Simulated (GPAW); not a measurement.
# Optical response of GaP, part 2 of 2

Wanted: where GaP starts to absorb, how strongly, and its refractive index.

GPAW 26.7.0; DFT, LDA, plane-wave PAW (GPAW data sets), scalar-relativistic, RPA, optical limit.

So far, gap on the k-mesh (eV): step 2 (ground state) 1.46; step 3 (bands for the response) 1.47.

### 4. Dielectric function, RPA (continued)

The Im ε, E ∥ x has structure finer than the step of the table below, so its rows give means over 1 eV, whole bins alone (the curve runs from 0 to 14.0 eV). Peaks (eV: height): 2.7: 11.6, 4.3: 27.6, 5.2: 17.2.

Values under the direct gap are tails of Lorentzian lines. Im ε, E ∥ x against photon energy; means over each step:

```
photon energy (eV)  Im ε, E ∥ x
                 1        0.317
                 2         2.37
                 3         9.51
                 4         17.6
                 5         13.5
                 6         7.54
                 7         4.75
                 8         2.78
                 9         2.00
                10         1.58
                11         1.14
                12        0.817
                13        0.589
```

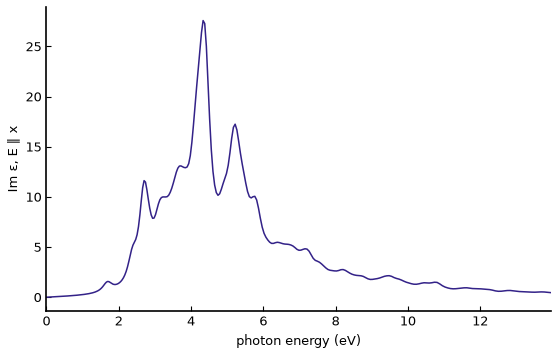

Im ε, E ∥ x, plotted against photon energy.

Table of Re ε, E ∥ x by photon energy:

```
photon energy (eV)  Re ε, E ∥ x
                 0         10.4
                 1         11.2
                 2         14.0
                 3         12.9
                 4         13.7
                 5         2.17
                 6        -6.24
                 7        -3.35
                 8        -2.66
                 9        -1.85
                10        -1.74
                11        -1.52
                12       -0.930
                13       -0.662
```

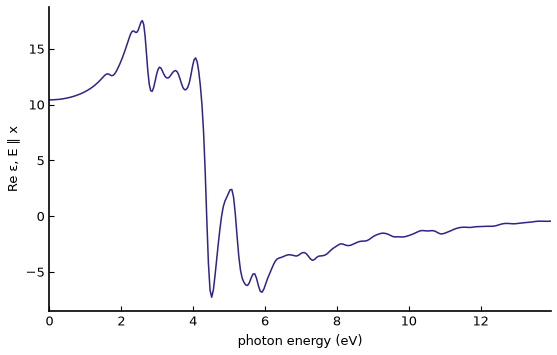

Re ε, E ∥ x, plotted against photon energy.

The refractive index n and extinction k by photon energy:

```
photon energy (eV)      n       k
                 0   3.23       0
                 1   3.34  0.0394
                 2   3.74   0.187
                 3   3.75    1.08
                 4   4.11    1.79
                 5   2.74    2.31
                 6   1.20    2.77
                 7   1.10    2.13
                 8  0.733    1.79
                 9  0.599    1.49
                10  0.512    1.41
                11  0.410    1.30
                12  0.403    1.05
                13  0.338   0.881
```

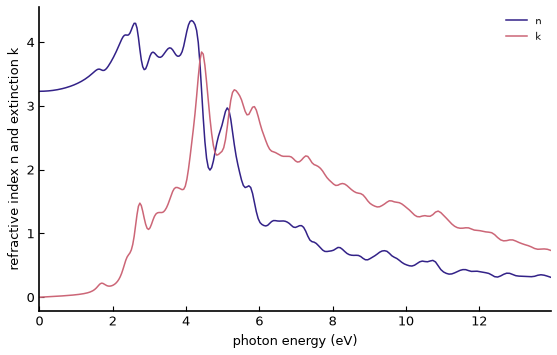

Refractive index n and extinction k against photon energy.

The reflectivity at normal incidence, E ∥ x has structure finer than the step of the table below, so its rows give means over 1 eV, whole bins alone (the curve runs from 0 to 14.0 eV). Peaks (eV: height): 2.7: 41.6, 4.5: 61.3, 6.0: 62.1, 7.7: 57.4, 10.0: 52.2, 11.1: 56.3, 12.4: 52.4.

Reflectivity at normal incidence, E ∥ x against photon energy; means over each step:

```
photon energy (eV)  reflectivity at normal incidence, E ∥ x (%)
                 1                                         29.3
                 2                                         34.3
                 3                                         38.7
                 4                                         47.4
                 5                                         50.6
                 6                                         57.1
                 7                                         52.4
                 8                                         53.9
                 9                                         48.3
                10                                         48.8
                11                                         50.3
                12                                         48.4
                13                                         46.3
```

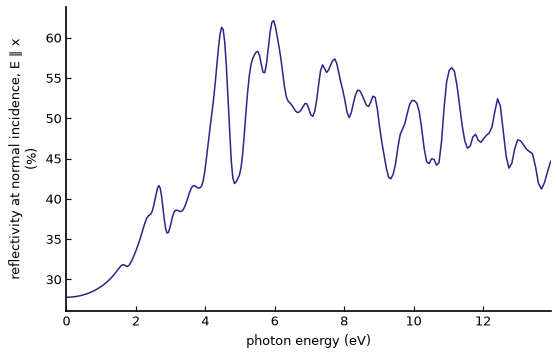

Reflectivity at normal incidence, E ∥ x against photon energy.

The Im ε, E ∥ x has structure finer than the step of the table below, so its rows give means over 0.5 eV, whole bins alone (the curve runs from 0 to 14.0 eV). Peaks (eV: height): without local fields 2.70: 12.1, 4.33: 31.8, 5.17: 19.9; with local fields 2.70: 11.6, 4.33: 27.6, 5.22: 17.2.

Values under the direct gap are tails of Lorentzian lines. Table of Im ε, E ∥ x by photon energy; means over each step:

```
photon energy (eV)  without local fields  with local fields
               0.5                 0.117              0.108
               1.0                 0.294              0.274
               1.5                 0.969              0.942
               2.0                  1.77               1.69
               2.5                  7.42               7.07
               3.0                  9.70               9.18
               3.5                  12.8               11.4
               4.0                  20.4               16.5
               4.5                  21.2               19.0
               5.0                  16.2               13.3
               5.5                  13.3               12.3
               6.0                  7.60               7.19
               6.5                  6.08               5.36
               7.0                  5.03               4.85
               7.5                  3.54               3.63
               8.0                  2.85               2.70
               8.5                  2.40               2.31
               9.0                  1.97               1.88
               9.5                  1.92               2.02
              10.0                  1.32               1.49
              10.5                  1.29               1.42
              11.0                 0.862               1.12
              11.5                 0.793              0.899
              12.0                 0.687              0.833
              12.5                 0.541              0.650
              13.0                 0.494              0.606
              13.5                 0.425              0.520
```

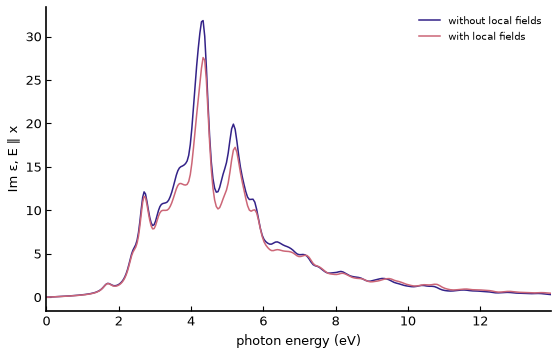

Im ε, E ∥ x, plotted against photon energy.

From ε follow the optical constants at some laser and lamp lines:

```
wavelength (nm)     n      k  R (%)     1/α
           1550  3.30  0.029   28.6  4.3 µm
            800  3.56  0.144   31.6  442 nm
            633  3.70  0.178   33.1  282 nm
            532  4.11  0.533   37.7   79 nm
            450  3.83  1.462   39.8   25 nm
            308  4.18  1.855   44.8   13 nm
            193  1.20  2.272   52.0  6.8 nm
```

Below the direct gap, k and the depth come from the tails of the Lorentzian lines, not from transitions.

Rows near the edge hang on the gap, which this functional as a rule makes too small, and phonon-assisted absorption is left out.

### 5. Summary of results

```
electronic dielectric constant ε∞, mean over x, y and z (by symmetry where fewer were run) (RPA) : 10.4
main peak of Im epsilon, first axis                                                              : 4.35 eV
```

In words: At this level (LDA, RPA) GaP has ε∞ = 10.4 and n = 3.30 at 1550 nm, and Im ε peaks at 4.3 eV. On the mesh the gap is 1.47 eV and the least direct gap 1.69 eV, so on this mesh the band edges lie at different points. Local fields change the static value along x from 11.39 to 10.43 (-8 %). Distinct maxima of Im ε, read by a parabola through the highest points, lie at 2.71 eV (12), 4.35 eV (28) and 5.21 eV (17). Excitons and phonon-assisted transitions are missing; LDA gaps are as a rule too small, which pulls the onset down and ε∞ up. The sum runs over mesh points, so small or evenly spaced maxima can still be ripples of the mesh.

[Machine, clock and banner lines and Python warnings are left out of the logs.]

[Logs are printed without paths, hosts, clocks, repeated set-up lines and the standing remarks that a program may print on its own settings, such as how far it seeks lower states.]

[Hosts, paths, dates, database ids (printed as entryN), source tags and the programs' standing remarks are cut or masked in the printed files.]
